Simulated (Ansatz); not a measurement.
**Run report: Ag$_{12}$I, geometry relaxation (part 1 of 2)**

System: Ag$_{12}$I (slab, 13 atoms in the cell).
Method: DFT PBE+D3(BJ), scalar-relativistic, plane waves, PAW, no spin polarisation (Ansatz 0.2.0).

The structure derives from an entry of the Crystallography Open Database. The input holds or restrains some coordinates. Forces given for the steps count only the free coordinates.

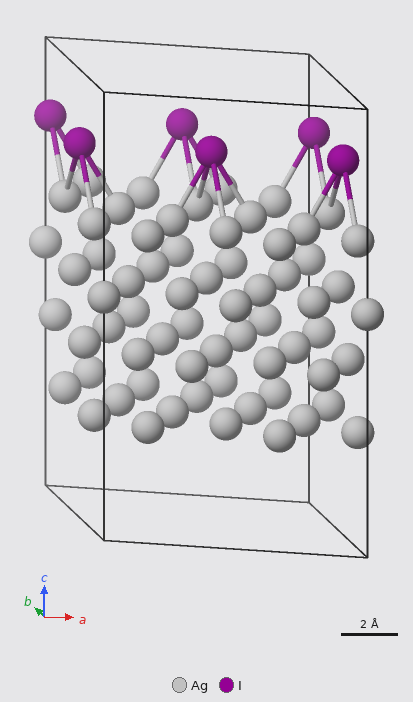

*The starting structure (ball-and-stick view of the 2 × 2 repeat of the cell, with the vacuum cut short, seen slightly off an axis). An atom can appear more than once, as a periodic image.*

Input:
```yaml
crystal:
  lattice:
    - [4.9888483875, 0.0, 0.0]
    - [-2.4944241938, 4.3204694392, 0.0]
    - [0.0, 0.0, 26.0552970503]
  atoms:
    - { symbol: Ag, position: [0.0, 0.3333333333, 0.3262292494] }
    - { symbol: Ag, position: [0.3333333333, 0.0, 0.3262292494] }
    - { symbol: Ag, position: [0.6666666667, 0.6666666667, 0.3262292494] }
    - { symbol: Ag, position: [0.3333333333, 0.3333333333, 0.4164898087] }
    - { symbol: Ag, position: [0.6666666667, 0.0, 0.4164898087] }
    - { symbol: Ag, position: [0.0, 0.6666666667, 0.4164898087] }
    - { symbol: Ag, position: [0.6666666667, 0.3333333333, 0.5061894409] }
    - { symbol: Ag, position: [0.0, 0.0, 0.5061894409] }
    - { symbol: Ag, position: [0.3333333333, 0.6666666667, 0.5061894409] }
    - { symbol: Ag, position: [0.0, 0.3333333333, 0.5967823538] }
    - { symbol: Ag, position: [0.3333333333, 0.0, 0.5967823538] }
    - { symbol: Ag, position: [0.6666666667, 0.6666666667, 0.5967823538] }
    - { symbol: I, position: [0.0, 0.8333333333, 0.6911969365] }
basis:
  ecutwfc: 420
kpoints:
  mp_grid: { grid: [6, 6, 1] }
hamiltonian:
  xc: pbe
  dispersion: d3bj
scf:
  occupations: { method: gaussian, width: 0.1 }
output:
  forces: true
  eigenvalues: true
  write_density: true
  write_potential: true
  elf: true
  volumetric_format: npy
relax:
  adjacent_minimum: "off"
  f_tol: 0.03
  max_steps: 70
  constraints: [{ sites: [0, 1, 2, 3, 4, 5] }]
efield:
  axis: 3
  dipole_correction: true
```

Hardware: 4 threads of Intel Xeon (Sapphire Rapids), 64 GiB of memory available, shared host.

Run as:
```bash
ansatz run input.yaml --threads 4 --pin off --max-ram 10240MiB --backend cpu --events-out ev --progress --plain --runs-dir out
```

Output:
```
Engine: ansatz 0.2.0, x86_64-unknown-linux-gnu
Pseudopotentials: kind: paw
Pseudopotential: Ag, paw, valence charge 19, recommended cutoff 420 eV (normal), Ag.paw.azcp
Pseudopotential: I, paw, valence charge 17, recommended cutoff 420 eV (normal), I.paw.azcp
Functional definition: PBE
  parameter kappa = 0.804
  parameter beta = 0.06672455060314922
  exchange = pbe_x(kappa = kappa, mu = beta*pi^2/3)
  correlation = pbe_c(beta = beta)
Crystal: 13 atoms, lattice volume = 561.600 Å³
Basis set: ecut = 420 eV, 11013 PW (Γ), exchange–correlation on 72×72×360 points (8 copies of the dense FFT grid, shifted against one another)
Bands: 147, of which v1, the nominal top of the filled ones, is band 123 counted from 1 (122 counted from 0)
Symmetry: 2 space group operations
Space group: Cm (ITA 8), of the structure as read, at distance tolerance 8.3e-5 Å
k-points: 13 of 36 (time reversal used)
Non-local potential: Ag, projectors of the file, l = 0: 3, l = 1: 2, l = 2: 2, l = 3: 1
Non-local potential: I, projectors of the file, l = 0: 2, l = 1: 2, l = 2: 2, l = 3: 2
PAW form: soft (Blöchl's): semilocal exchange-correlation on the pseudo side does not see the compensation charge
PAW one-centre angular grid: Ag, 590 points (default); XC on 64 Gauss nodes
PAW one-centre angular grid: I, 590 points (default); XC on 64 Gauss nodes
Initial density: superposition of atomic densities (neutral atoms: chi_scale 0, normalization atom), corrected by the library's trained network
Initial wavefunctions: pseudopotential atomic-orbital guess
Functional: x = pbe(κ = 0.804, μ = 0.2195149727645171), c = pbe(β = 0.06672455060314922)
SCF iter   1: F=—  HF=-98604.413833 eV  |F-HF|=—  |Δ(HF+E_count)|=         —  Δρ=1.79e-3  dr2=1.54e-1  ethr=1.77e-3  p=-0.112 e·Å  D=-3.62e-2 V/Å  ΔV_dip=0.94 eV  dr2_dipole=4.21e-2  V_vac-E_F(+/−)=5.36/4.42 eV  ⟨swp⟩=7.0  Hψ=7766  notcnv=0  defer=110
efield: sawtooth ramp at fractional position 0.9587 (placed from the atoms, in the widest stretch of the axis that holds none; the zero of the levels goes with the place), width 0.1000; the density the first Hamiltonian is built on has a dipole p = -0.112 e·Å; the dipole correction subtracts the counter field D = -3.62e-2 V/Å, which shifts the + side's vacuum level by +0.94 eV against the − side's; the planar-averaged density in the ramp window peaks in size at 1.9e-5 e/Å³
preconditioner: auto → LDOS  [metal: Δε(μ)=0.007 eV  Ē_g=9.467 eV  σ=0.100 eV  W_gap=0.04  n_scr=108 (ndim 8)  ℏωp=18.5 eV  f_vac=0.547  D(μ)=2.39/eV (n_scr^D=6)  β→1.0]
SCF iter   2: F=—  HF=-98604.425513 eV  |F-HF|=—  |Δ(HF+E_count)|=   1.17e-2  Δρ=2.03e-3  dr2=5.40e-2  ethr=6.27e-5  p=-0.099 e·Å  D=-3.19e-2 V/Å  ΔV_dip=0.83 eV  dr2_dipole=3.69e-3  V_vac-E_F(+/−)=5.23/4.40 eV  ⟨swp⟩=2.0  Hψ=3111  notcnv=0  defer=191
SCF iter   3: F=—  HF=-98604.417773 eV  |F-HF|=—  |Δ(HF+E_count)|=   7.74e-3  Δρ=5.76e-4  dr2=2.52e-3  ethr=2.20e-5  p=-0.097 e·Å  D=-3.14e-2 V/Å  ΔV_dip=0.82 eV  dr2_dipole=4.00e-6  V_vac-E_F(+/−)=5.23/4.41 eV  ⟨swp⟩=2.0  Hψ=2570  notcnv=0  defer=191
SCF iter   4: F=—  HF=-98604.417024 eV  |F-HF|=—  |Δ(HF+E_count)|=   7.48e-4  Δρ=1.16e-4  dr2=1.43e-4  ethr=1.03e-6  p=-0.099 e·Å  D=-3.18e-2 V/Å  ΔV_dip=0.83 eV  dr2_dipole=9.88e-6  V_vac-E_F(+/−)=5.23/4.40 eV  ⟨swp⟩=3.8  Hψ=4062  notcnv=0  defer=188
SCF iter   5: F=—  HF=-98604.417043 eV  |F-HF|=—  |Δ(HF+E_count)|=   1.87e-5  Δρ=5.45e-5  dr2=3.13e-5  ethr=5.83e-8  p=-0.099 e·Å  D=-3.21e-2 V/Å  ΔV_dip=0.84 eV  dr2_dipole=8.24e-6  V_vac-E_F(+/−)=5.23/4.40 eV  ⟨swp⟩=2.1  Hψ=2575  notcnv=0  defer=188
SCF iter   6: F=-98604.417036 eV  HF=-98604.417043 eV  |F-HF|=7.36e-6  |Δ(HF+E_count)|=   3.77e-7  Δρ=2.58e-5  dr2=7.35e-6  ethr=9.18e-9  p=-0.100 e·Å  D=-3.23e-2 V/Å  ΔV_dip=0.84 eV  dr2_dipole=3.12e-6  V_vac-E_F(+/−)=5.23/4.39 eV  ⟨swp⟩=21.5  Hψ=21302  notcnv=0
SCF 1 converged in 6 iterations: F = -98604.417036 eV  dr2 = 7.35e-6
  greatest PAW one-centre occupation: 1.000 electrons in one spin orbital (limit 2), on the Ag atom at site 8 (counted from 0), in its partial waves of l = 0
relax step   1: F+E_penalty+E_count = -98604.41703584 eV  Δ(F+E_penalty+E_count) = +0.000e0 eV  max|allowed force component| = 3.864e-1 eV/Å  Δτ_max = 0.0000 Å  (6 SCF iters, dr2 threshold 2.25e-5 eV, accepted)
Initial density: handed on by an earlier stage of this run
Initial wavefunctions: those handed on with the density
iter 1 solved again at ethr=3.90e-5 eV; its pass at ethr=3.10e-3 eV (dr2=9.55e-2 eV) is discarded
SCF iter   1: F=—  HF=-98604.451594 eV  |F-HF|=—  |Δ(HF+E_count)|=         —  Δρ=2.51e-3  dr2=8.07e-2  ethr=3.90e-5  p=-0.100 e·Å  D=-3.23e-2 V/Å  ΔV_dip=0.84 eV  dr2_dipole=4.12e-2  V_vac-E_F(+/−)=5.19/4.35 eV  ⟨swp⟩=2.0  Hψ=6335  notcnv=0  defer=237
efield: sawtooth ramp at fractional position 0.9587 (handed on by an earlier solve), width 0.1000; the density the first Hamiltonian is built on has a dipole p = -0.100 e·Å; the dipole correction subtracts the counter field D = -3.23e-2 V/Å, which shifts the + side's vacuum level by +0.84 eV against the − side's; the planar-averaged density in the ramp window peaks in size at 2.7e-6 e/Å³
preconditioner: auto → LDOS  [metal: Δε(μ)=0.030 eV  Ē_g=9.446 eV  σ=0.100 eV  W_gap=0.17  n_scr=108 (ndim 8)  ℏωp=18.5 eV  f_vac=0.551  D(μ)=2.60/eV (n_scr^D=6)  β→1.0]
SCF iter   2: F=—  HF=-98604.449396 eV  |F-HF|=—  |Δ(HF+E_count)|=   2.20e-3  Δρ=1.62e-3  dr2=2.23e-2  ethr=3.30e-5  p=-0.072 e·Å  D=-2.33e-2 V/Å  ΔV_dip=0.61 eV  dr2_dipole=1.64e-4  V_vac-E_F(+/−)=4.98/4.37 eV  ⟨swp⟩=2.0  Hψ=2697  notcnv=0  defer=237
SCF iter   3: F=—  HF=-98604.443983 eV  |F-HF|=—  |Δ(HF+E_count)|=   5.41e-3  Δρ=6.83e-4  dr2=4.95e-3  ethr=9.10e-6  p=-0.082 e·Å  D=-2.65e-2 V/Å  ΔV_dip=0.69 eV  dr2_dipole=2.40e-4  V_vac-E_F(+/−)=5.07/4.38 eV  ⟨swp⟩=2.4  Hψ=3209  notcnv=0  defer=237
SCF iter   4: F=—  HF=-98604.442349 eV  |F-HF|=—  |Δ(HF+E_count)|=   1.63e-3  Δρ=1.28e-4  dr2=1.51e-4  ethr=2.02e-6  p=-0.079 e·Å  D=-2.56e-2 V/Å  ΔV_dip=0.67 eV  dr2_dipole=1.12e-5  V_vac-E_F(+/−)=5.05/4.38 eV  ⟨swp⟩=2.0  Hψ=2695  notcnv=0  defer=237
SCF iter   5: F=—  HF=-98604.442299 eV  |F-HF|=—  |Δ(HF+E_count)|=   4.98e-5  Δρ=3.53e-5  dr2=1.01e-5  ethr=6.14e-8  p=-0.079 e·Å  D=-2.54e-2 V/Å  ΔV_dip=0.66 eV  dr2_dipole=1.55e-6  V_vac-E_F(+/−)=5.04/4.38 eV  ⟨swp⟩=3.0  Hψ=2736  notcnv=0  defer=237
SCF iter   6: F=-98604.442300 eV  HF=-98604.442300 eV  |F-HF|=1.33e-7  |Δ(HF+E_count)|=   7.50e-7  Δρ=9.07e-6  dr2=6.21e-7  ethr=3.81e-9  p=-0.079 e·Å  D=-2.53e-2 V/Å  ΔV_dip=0.66 eV  dr2_dipole=1.74e-8  V_vac-E_F(+/−)=5.04/4.38 eV  ⟨swp⟩=19.8  Hψ=17412  notcnv=0
SCF 2 converged in 6 iterations: F = -98604.442300 eV  dr2 = 6.21e-7
  Residual-converged pass: ⟨swp⟩=1.0  Hψ=1963  notcnv=0  max |occ|·‖R‖ = 7.1e-9 eV (tolerance 1.0e-8 eV)  dr2=6.21e-7  dr2_onsite=5.76e-8  max |Δocc| = 2.5e-11
relax step   2: F+E_penalty+E_count = -98604.44229967 eV  Δ(F+E_penalty+E_count) = -2.526e-2 eV  max|allowed force component| = 1.834e-1 eV/Å  Δτ_max = 0.1402 Å  (6 SCF iters, dr2 threshold 9.33e-6 eV, accepted)
SCF iter   1: F=—  HF=-98604.450039 eV  |F-HF|=—  |Δ(HF+E_count)|=         —  Δρ=5.39e-4  dr2=1.09e-3  ethr=2.37e-5  p=-0.079 e·Å  D=-2.53e-2 V/Å  ΔV_dip=0.66 eV  dr2_dipole=3.70e-6  V_vac-E_F(+/−)=5.05/4.39 eV  ⟨swp⟩=3.0  Hψ=3412  notcnv=0  defer=235
efield: sawtooth ramp at fractional position 0.9587 (handed on by an earlier solve), width 0.1000; the density the first Hamiltonian is built on has a dipole p = -0.079 e·Å; the dipole correction subtracts the counter field D = -2.53e-2 V/Å, which shifts the + side's vacuum level by +0.66 eV against the − side's; the planar-averaged density in the ramp window peaks in size at 2.5e-6 e/Å³
preconditioner: auto → LDOS  [metal: Δε(μ)=0.037 eV  Ē_g=9.409 eV  σ=0.100 eV  W_gap=0.20  n_scr=108 (ndim 8)  ℏωp=18.5 eV  f_vac=0.550  D(μ)=2.63/eV (n_scr^D=6)  β→1.0]
SCF iter   2: F=—  HF=-98604.449947 eV  |F-HF|=—  |Δ(HF+E_count)|=   9.24e-5  Δρ=4.10e-4  dr2=1.39e-3  ethr=4.44e-7  p=-0.078 e·Å  D=-2.52e-2 V/Å  ΔV_dip=0.66 eV  dr2_dipole=1.13e-5  V_vac-E_F(+/−)=5.04/4.39 eV  ⟨swp⟩=3.0  Hψ=4426  notcnv=0  defer=235
SCF iter   3: F=—  HF=-98604.449592 eV  |F-HF|=—  |Δ(HF+E_count)|=   3.54e-4  Δρ=1.31e-4  dr2=1.48e-4  ethr=4.44e-7  p=-0.078 e·Å  D=-2.50e-2 V/Å  ΔV_dip=0.65 eV  dr2_dipole=1.31e-5  V_vac-E_F(+/−)=5.04/4.39 eV  ⟨swp⟩=2.0  Hψ=3164  notcnv=0  defer=235
SCF iter   4: F=—  HF=-98604.449559 eV  |F-HF|=—  |Δ(HF+E_count)|=   3.38e-5  Δρ=3.27e-5  dr2=6.60e-6  ethr=6.02e-8  p=-0.078 e·Å  D=-2.51e-2 V/Å  ΔV_dip=0.65 eV  dr2_dipole=7.75e-9  V_vac-E_F(+/−)=5.04/4.38 eV  ⟨swp⟩=2.2  Hψ=3170  notcnv=0  defer=235
SCF iter   5: F=-98604.449557 eV  HF=-98604.449557 eV  |F-HF|=5.99e-7  |Δ(HF+E_count)|=   1.25e-6  Δρ=1.07e-5  dr2=7.07e-7  ethr=8.58e-10  p=-0.078 e·Å  D=-2.51e-2 V/Å  ΔV_dip=0.65 eV  dr2_dipole=2.05e-8  V_vac-E_F(+/−)=5.04/4.38 eV  ⟨swp⟩=19.2  Hψ=17145  notcnv=0
SCF 3 converged in 5 iterations: F = -98604.449557 eV  dr2 = 7.07e-7
relax step   3: F+E_penalty+E_count = -98604.44955667 eV  Δ(F+E_penalty+E_count) = -7.257e-3 eV  max|allowed force component| = 2.021e-2 eV/Å  Δτ_max = 0.0248 Å  (5 SCF iters, dr2 threshold 2.10e-6 eV, accepted)
iter 1 solved again at ethr=2.89e-10 eV; its pass at ethr=3.10e-3 eV (dr2=7.07e-7 eV) is discarded
SCF iter   1: F=—  HF=-98604.449562 eV  |F-HF|=—  |Δ(HF+E_count)|=         —  Δρ=1.07e-5  dr2=7.07e-7  ethr=2.89e-10  p=-0.078 e·Å  D=-2.51e-2 V/Å  ΔV_dip=0.65 eV  dr2_dipole=1.96e-8  V_vac-E_F(+/−)=5.04/4.38 eV  ⟨swp⟩=1.0  Hψ=4524  notcnv=0
efield: sawtooth ramp at fractional position 0.9587 (handed on by an earlier solve), width 0.1000; the density the first Hamiltonian is built on has a dipole p = -0.078 e·Å; the dipole correction subtracts the counter field D = -2.51e-2 V/Å, which shifts the + side's vacuum level by +0.65 eV against the − side's; the planar-averaged density in the ramp window peaks in size at 2.5e-6 e/Å³
preconditioner: auto → LDOS  [metal: Δε(μ)=0.037 eV  Ē_g=9.403 eV  σ=0.100 eV  W_gap=0.20  n_scr=108 (ndim 8)  ℏωp=18.5 eV  f_vac=0.550  D(μ)=2.65/eV (n_scr^D=6)  β→1.0]
SCF iter   2: F=—  HF=-98604.449558 eV  |F-HF|=—  |Δ(HF+E_count)|=   4.10e-6  Δρ=1.84e-5  dr2=1.93e-6  ethr=2.89e-10  p=-0.078 e·Å  D=-2.51e-2 V/Å  ΔV_dip=0.65 eV  dr2_dipole=3.04e-9  V_vac-E_F(+/−)=5.04/4.38 eV  ⟨swp⟩=2.2  Hψ=3265  notcnv=0
SCF iter   3: F=-98604.449557 eV  HF=-98604.449557 eV  |F-HF|=8.72e-9  |Δ(HF+E_count)|=   4.15e-7  Δρ=1.20e-6  dr2=1.07e-8  ethr=4.08e-11  p=-0.078 e·Å  D=-2.51e-2 V/Å  ΔV_dip=0.65 eV  dr2_dipole=2.08e-9  V_vac-E_F(+/−)=5.04/4.38 eV  ⟨swp⟩=11.3  Hψ=15065  notcnv=0
SCF 4 converged in 3 iterations: F = -98604.449557 eV  dr2 = 1.07e-8
relax step   4: F+E_penalty+E_count = -98604.44955717 eV  Δ(F+E_penalty+E_count) = -5.005e-7 eV  max|allowed force component| = 2.013e-2 eV/Å  Δτ_max = 0.0000 Å  (3 SCF iters, accepted)
```

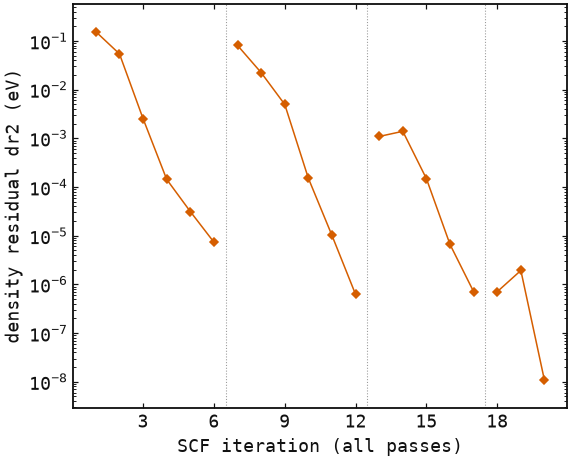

*Convergence of the self-consistent field: density residual dr2 against the SCF iteration. The dotted lines part the SCF passes of the relaxation: geometry steps, rejected trials and re-solves on a re-selected basis.*

The passes take 6, 6, 5 and 3 iterations.

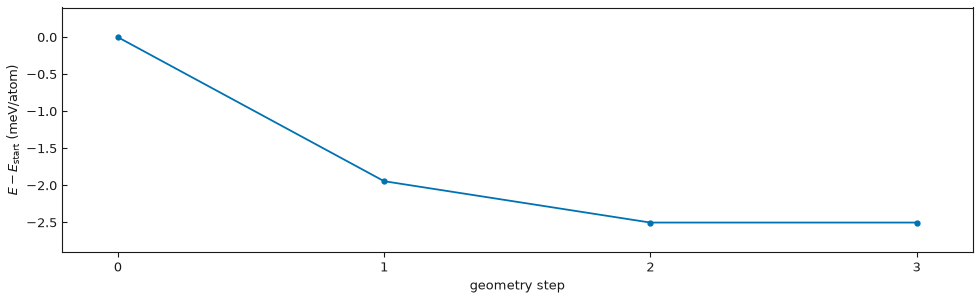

*Progress of the restrained relaxation, step by step (the first geometry is step 0 here and step 1 in the log).*

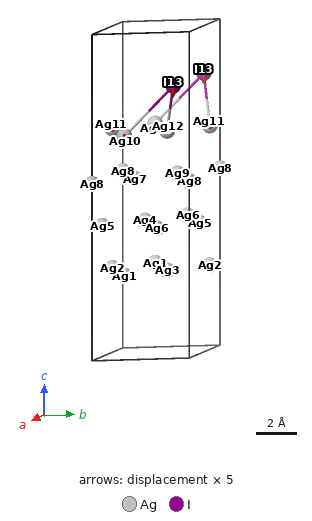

*The starting structure with the displacements as red arrows, magnified 5 times (ball-and-stick view of the cell of the calculation, with the vacuum cut short, seen slightly off an axis).*

After 3 geometry steps the energy has fallen by 2.5 meV per atom. Largest force component: 0.39 eV/Å at the start, 0.02 eV/Å at the end. The largest move is that of I13, 0.12 Å. Largest moves by element: I 0.12 Å, Ag 0.05 Å. The cell doesn't change. Among the contacts that change: Ag10–I13 3.503 → 3.394 Å, Ag11–I13 2.851 → 2.800 Å. Among the angles that change: Ag10–I13–Ag10 90.8° → 94.4°, I13–Ag10–I13 90.8° → 94.4°, Ag11–I13–Ag12 60.7° → 63.6°. (Atoms are counted from 1 in the order of the input.)

```
WARN: The output density's exchange-correlation potential varies sharply where the density is thin. Do not read a vacuum level from v_tot or v_xc, or from such a field of the output density. On a cell that repeats whose density bears no net charge and no dipole along the vacuum's axis use v_es (v_loc + v_h of the components); under efield.dipole_correction with no amplitude use v_es + v_field, which holds any external_charges[].barrier, or the levels of the report's work_function block, which leave it out; under a non-zero efield.amplitude the vacuum is tilted and has no level; on a cell that repeats and bears such a dipole with no correction it is tilted too, and efield.dipole_correction with no amplitude gives each side of its ramp a level where efield: is served; in a cell that repeats whose density bears a net charge (total_charge, or a fill off its count) it is curved and has none; of a slab under crystal.periodic whose density bears no net charge use v_es, which has a level on each side, short of where the two are joined; of another it falls or rises all the way out and has none; of a slab beside external_charges read slab_vacuum_level instead, which it has where they leave it neutral. The grid or the basis barely resolves most such structure, and the values can differ between equally converged runs; as a rule a tighter scf.convergence.dr2_threshold does not remove it. Where the density itself ripples (under the LDA too) a higher basis.ecutwfc lessens it. The files hold the spikes' plane waves up to the density's cutoff. Files: v_tot_of_output_density and the like, and their columns of v_z.tsv (output.write_potential); v_xc_of_output_density and the like, and their columns of v_comp_z.tsv (output.write_potential_components). Measured: with its Gaussian average of σ = 0.25 Å subtracted twice, the exchange-correlation potential is over 0.1 eV at 157 of the grid points where the equally averaged density (valence and model cores) is under 1e-3 e/Å³, and 0.262 eV at the most among them, at an averaged density of 9.7e-4 e/Å³. The input density's (outcome.potential() and, of a run that writes arrays, v_tot and v_xc) is over 0.1 eV, so measured, at 157 points of its own thin density, 0.262 eV at the most. See output.write_potential in the manual, Limitations
SCF converged after 3 iterations
Free energy (F): -98604.449557 eV
Harris-Foulkes:  -98604.449557 eV  (|F-HF|=8.72e-9)
Internal energy: -98604.436298 eV  (E = F + TS)
E sigma→0 (E₀):  -98604.442927 eV
Entropy (-TS):   -0.013260 eV (-1.020 meV/atom)
Fermi energy:    4.094522 eV
Dipole field:    D = -0.025155 V/Å  (p = -0.078072 e·Å, saw-weighted, corrected)
Work function:   Φ+ = 5.0391 eV   Φ− = 4.3836 eV
Levels:          The Fermi level and band energies are counted from a zero that moves with the ramp; work functions are not
--- Per-component energies (eV) ---
  E_band       = -6219.603037
  E_kinetic    = 6519.973974
  E_local      = -433983.383102  (includes V_loc(G=0)·N_el)
  E_nonlocal   = 870.506249
  E_hartree    = 214341.080977
  E_xc         = -2345.625734
  E_vxc        = -2946.029598  (∫ρ·V_xc dr)
  E_paw        = -51642.195992  (= ΣΔE_a)
  E_vpaw       = -5357.725148  (= ΣTr[D̂ρ^β])
  E_aug_tail   = 0.003845  (compensation charges beyond the density's cutoff)
  E_efield     = 0.000982  (sawtooth field / dipole correction)
  E_vefield    = -5.097373  (∫n·V_field dr)
  E_ewald      = 167641.166531
  E_disp       = -5.964028  (pairwise vdW)
  E_smearing   = -0.013260  (= −TS)
  E_closure    = -0.000000  (closes the sum)
  Σ components = -98604.449557   (vs F -98604.449557, Δ=0.00e0)
--- Forces (eV/Å), atoms counted from 1 ---
  atom   1  Ag    -0.00069587     0.00120529    -0.00900064
  atom   2  Ag    -0.02656481    -0.01363372    -0.01119048
  atom   3  Ag     0.02508956     0.01618894    -0.01119048
  atom   4  Ag     0.01211033     0.03323381    -0.02481990
  atom   5  Ag    -0.03483649     0.00612906    -0.02481990
  atom   6  Ag     0.02489282    -0.04311564     0.07664269
  atom   7  Ag     0.00896065     0.00322983    -0.00714969
  atom   8  Ag    -0.00134558     0.00233061     0.00704153
  atom   9  Ag    -0.00727744    -0.00614523    -0.00714969
  atom  10  Ag     0.00102084    -0.00176815     0.02012874
  atom  11  Ag    -0.00054669    -0.00097651    -0.01069235
  atom  12  Ag     0.00111903    -0.00001481    -0.01069235
  atom  13  I     -0.00192747     0.00333847     0.01289861
  max |Σ_I F_I| component: 6.07e-6 eV/Å
--- Band table (eV; the first three rows and the last of 13) ---
```
